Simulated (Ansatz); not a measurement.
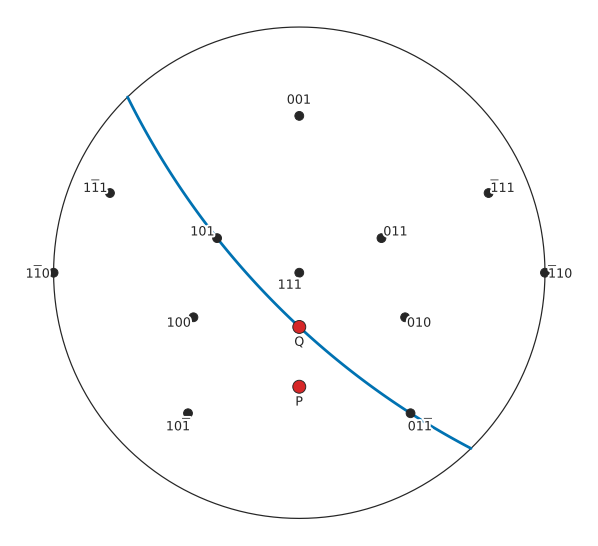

For PtSe₂, coordinates from a relaxation with DFT, r2SCAN+rVV10, plane waves, PAW (Ansatz): stereographic projection of plane normals (upper hemisphere) centred on (1 1 1). Symmetry computed with spglib at a tolerance of 0.002 Å; standard conventional cell.

a = 5.652 Å, b = 5.652 Å, c = 8.613 Å, α = 90.00°, β = 90.00°, γ = 90.00°.

Q: Index the poles marked P, Q.

A: P is (1 1 −1), 49.8° from the centre; Q is (1 1 0), 24.9° from the centre.

Q: Which zone does the coloured great circle trace?

A: The zone [1 −1 −1]: its poles satisfy h − k − l = 0.

Q: What is the angle between the normals of (1 1 −1) and (1 −1 1), and what are their d_hkl = 1/|g|?

A: 100.2°; d = 3.625 Å and 3.625 Å.
